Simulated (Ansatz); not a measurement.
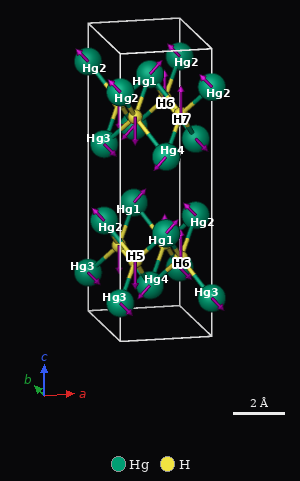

This is a relaxation of solid HgH (set up in Cmce) (coarse preliminary run). The starting structure is drawn; purple arrows show the displacements (the part carried along by the change of the cell is left out), at their true length.

Style: ball-and-stick. Shown: the conventional cell (2 times the calculation's cell), slightly off an axis. Lengths and directions refer to the drawn axes.

Case: 4 H put on empty site 2 of 1 host cells, relaxed.

The calculation used Ansatz, DFT PBE, scalar-relativistic, plane waves, PAW.

The input:
```yaml
crystal:
  lattice:
    - [2.7017118399, -5.8535241288, 0.0]
    - [2.7017118399, 5.8535241288, 0.0]
    - [0.0, 0.0, 3.7295818694]
  atoms:
    - { symbol: Hg, position: [0.3669814795, 0.6330185205, 0.5000677459] }
    - { symbol: Hg, position: [0.8669814795, 0.1330185205, 0.9999322541] }
    - { symbol: Hg, position: [0.1330185205, 0.8669814795, 6.77459e-05] }
    - { symbol: Hg, position: [0.6330185205, 0.3669814795, 0.4999322541] }
    - { symbol: H, position: [0.0, 0.5, 0.25] }
    - { symbol: H, position: [0.0, 0.5, 0.75] }
    - { symbol: H, position: [0.5, 0.0, 0.75] }
    - { symbol: H, position: [0.5, 0.0, 0.25] }
basis:
  ecutwfc: 420
kpoints:
  mp_grid: { grid: [4, 4, 6] }
hamiltonian:
  xc: pbe
scf:
  occupations: { method: gaussian, width: 0.1 }
output:
  forces: true
  stress: true
  eigenvalues: true
relax:
  adjacent_minimum: "off"
  f_tol: 0.0325
  max_steps: 70
  cell: { stress_tol: 0.24 }
```

Command:
```bash
ansatz run input.yaml --threads 2 --pin off --max-ram 5120MiB --backend cpu --events-out ev --progress --plain --runs-dir out
```

Q: Atoms of which element are displaced furthest, and by how much?

A: Hydrogen: up to 1.20 Å, against 0.76 Å for mercury.

Q: What did the optimiser do to the structure, and how much energy did it gain?

A: After 27 accepted moves (31 points after the start) the energy has fallen by 280 meV per atom. Largest force component: 1.2 eV/Å at the start, 0.021 eV/Å at the end. The pressure goes from 4.77 to −0.12 GPa. The line search rejected the trial steps at points 7, 29 of the run. The SCF was repeated twice at an unchanged geometry on a basis and grid sized afresh for the cell, which shifted the energy by 7.3 meV per atom at most. The largest moves relative to the cell, 1.20 Å, are those of H5, H6, H7 and H8. H8 goes along −c. By element the largest moves are H 1.20 Å, Hg 0.76 Å. The volume changes by +25.1 %, with a 3.730 → 3.333 Å (−10.6 %), b 5.403 → 6.322 Å (+17.0 %), c 11.707 → 14.001 Å (+19.6 %). Near-neighbour distances that change, for instance: Hg1–H5 2.138 → 3.976 Å, Hg1–Hg4 3.115 → 2.809 Å, Hg1–H6 2.138 → 1.896 Å. The space group (tolerance 0.01 Å) goes from Fmmm (No. 69) to Cmce (No. 64). The run took 2.7 min on 2 threads of Intel(R) Xeon(R) Platinum 8375C CPU @ 2.90GHz (Ice Lake), with other jobs on the host, peak memory 0.57 GiB.

Limits of the set-up: layers or molecules are held without a dispersion correction, so their spacing is unreliable.
